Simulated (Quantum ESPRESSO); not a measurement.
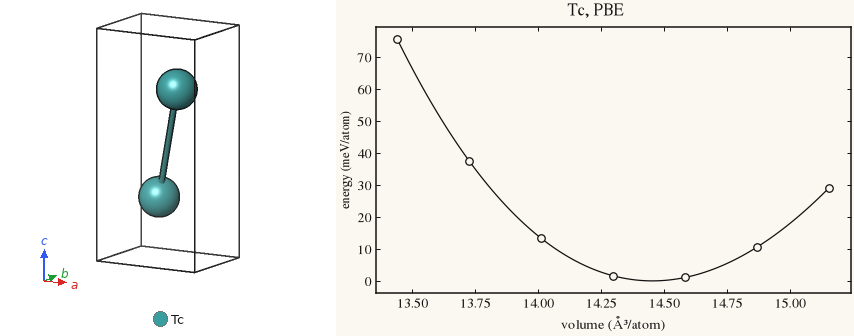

The figure shows the energy against volume for Tc, space group P6_3/mmc (No. 194). The conventional cell is drawn beside the plot.

Structure:
```yaml
crystal:
  lattice:
    - [2.74000, 0.00000, 0.00000]
    - [-1.37000, 2.37291, 0.00000]
    - [0.00000, 0.00000, 4.39800]
  atoms:
    - { symbol: Tc, position: [0.66667, 0.33333, 0.75000] }
    - { symbol: Tc, position: [0.33333, 0.66667, 0.25000] }
```

How it was computed, with Quantum ESPRESSO 7.5: plane-wave DFT, no spin polarisation; energies at scaled volumes of the given cell, shape and fractions fixed, counted from the fit's minimum, third-order Birch-Murnaghan fit. Level: PBE.

k mesh 11×11×6; occupations Fermi–Dirac; smearing width 0.05 eV; potentials PseudoDojo 0.4.1 SR PBE standard; wave cutoff 1143 eV; density cutoff 4572 eV.

From this curve and the settings, what does the calculation give for the pressure at the same points?

The pressure falls from 25.48 GPa at volume 13.44 Å³/atom to −12.78 GPa at 15.16 Å³/atom, and changes sign near 14.46 Å³/atom.

| volume (Å³/atom) | pressure (GPa) |
| --- | --- |
| 13.44 | 25.48 |
| 13.73 | 17.28 |
| 14.01 | 9.90 |
| 14.30 | 3.28 |
| 14.58 | −2.67 |
| 14.87 | −8.00 |
| 15.16 | −12.78 |

Caveats: shape and atomic fractions are frozen while scaling, which makes layered, chain and framework solids too stiff.
